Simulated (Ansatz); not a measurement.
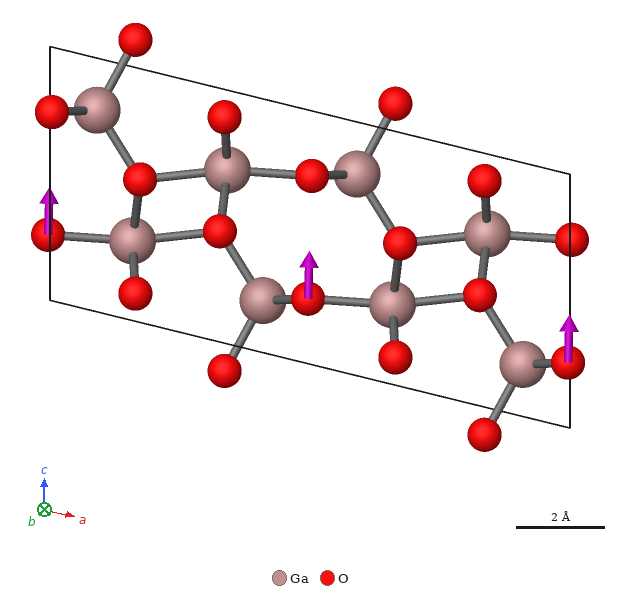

Solid Ga2O3 (C2/m): O9 (one in each cell of 10 atoms) is moved towards the nearest copy of atom 10 (O) at 2.811 Å, all else fixed. The picture shows the reference cell. The purple arrows give the direction of positive displacement. A ball-and-stick model of the conventional cell (2 times the calculation's cell), seen along the b axis. Lengths and directions refer to the drawn axes.

Level of theory: DFT r2SCAN, scalar-relativistic, plane waves, PAW in Ansatz 0.2.0. Set-up: plane-wave cutoff 500 eV; k-point mesh 8 × 8 × 4; occupations gaussian; smearing width 0.05 eV; no spin polarisation. Energies (free energies at the smearing named) are counted from the relaxed crystal.

Input file:
```yaml
crystal:
  lattice:
    - [6.1278415757, -1.5195305764, 0.0025325578]
    - [6.1278415757, 1.5195305764, 0.0025325578]
    - [-1.388385266, 0.0, 5.6399772456]
  atoms:
    - { symbol: Ga, position: [0.0905209738, 0.0905209738, 0.7947888382] }
    - { symbol: Ga, position: [0.9094790262, 0.9094790262, 0.2052111618] }
    - { symbol: Ga, position: [0.6587278752, 0.6587278752, 0.3144766576] }
    - { symbol: Ga, position: [0.3412721248, 0.3412721248, 0.6855233424] }
    - { symbol: O, position: [0.164214331, 0.164214331, 0.1091577328] }
    - { symbol: O, position: [0.835785669, 0.835785669, 0.8908422672] }
    - { symbol: O, position: [0.1733419983, 0.1733419983, 0.5635248269] }
    - { symbol: O, position: [0.8266580017, 0.8266580017, 0.4364751731] }
    - { symbol: O, position: [0.4962851429, 0.4962851429, 0.256237361] }
    - { symbol: O, position: [0.5037148571, 0.5037148571, 0.743762639] }
basis:
  ecutwfc: 500
kpoints:
  mp_grid: { grid: [8, 8, 4] }
hamiltonian:
  xc: r2scan
scf:
  occupations: { method: gaussian, width: 0.05 }
output:
  forces: true
  stress: true
  eigenvalues: true
```

Run as
```bash
ansatz run input.yaml --threads 2 --pin off --max-ram 5120MiB --backend cpu --events-out ev --progress --plain --runs-dir out
```

Predict the energy profile (the displacement: −0.20, −0.16, −0.12, −0.08, −0.04, 0.00, 0.08, 0.12, 0.16, 0.20 Å).

Answer.
```csv
displacement (Å),E − E(ref) (meV/cell)
−0.20,106.2
−0.16,67.9
−0.12,38.3
−0.08,17.1
−0.04,4.3
0.00,0.0
0.08,17.7
0.12,40.5
0.16,73.1
0.20,116.3
```

The lowest computed point lies at the displacement 0.00 Å (0.0 meV/cell). The end points stand at 106.2 meV/cell (−0.20 Å) and 116.3 meV/cell (0.20 Å). The curvature at zero is about 5.4 eV/Å². The well is nearly symmetric. The distortion takes the space group from C2/m to Cm.

As a plot:

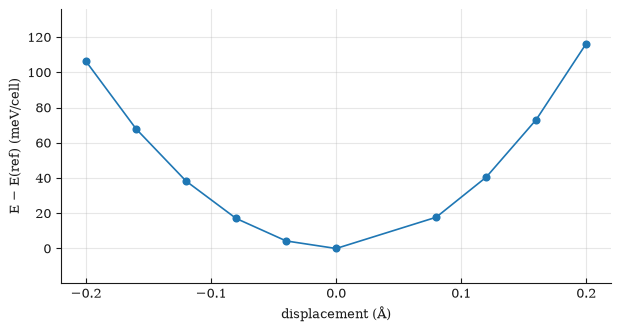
